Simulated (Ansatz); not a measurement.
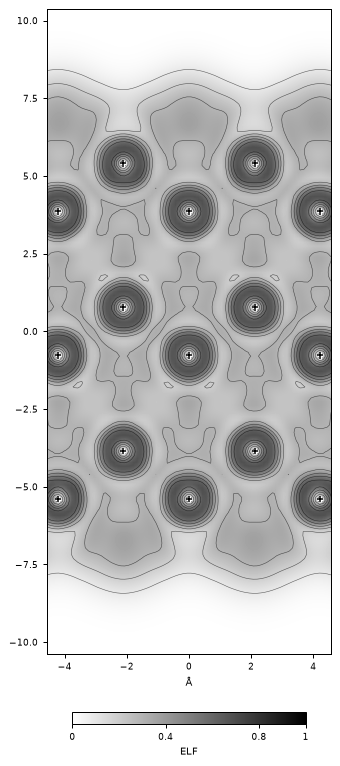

The ELF on a plane through atoms (crosses mark nuclei in the plane).

Level of theory: DFT LDA, scalar-relativistic, plane waves, PAW (Ansatz).

Candidates:
A. Ru (slab), a = 2.67 Å, b = 4.23 Å, c = 27.35 Å, α = 90.00°, β = 90.00°, γ = 90.00°. Not relaxed (largest force 1.0 eV/Å); computed without spin polarisation.
B. LuH2, a = 4.91 Å, b = 4.91 Å, c = 4.91 Å, α = 90.00°, β = 90.00°, γ = 90.00°. Space group Fm-3m; computed without spin polarisation.
C. Rh, a = 3.75 Å, b = 3.75 Å, c = 3.75 Å, α = 90.00°, β = 90.00°, γ = 90.00°. Space group Fm-3m; computed without spin polarisation.

> Which system is this?

Candidate A: Ru on the (100) plane of the calculation cell, a cut from vacuum to vacuum, which holds Ru. Ru–Ru (2.62 Å): the ELF is about 0.35 at the midpoint.
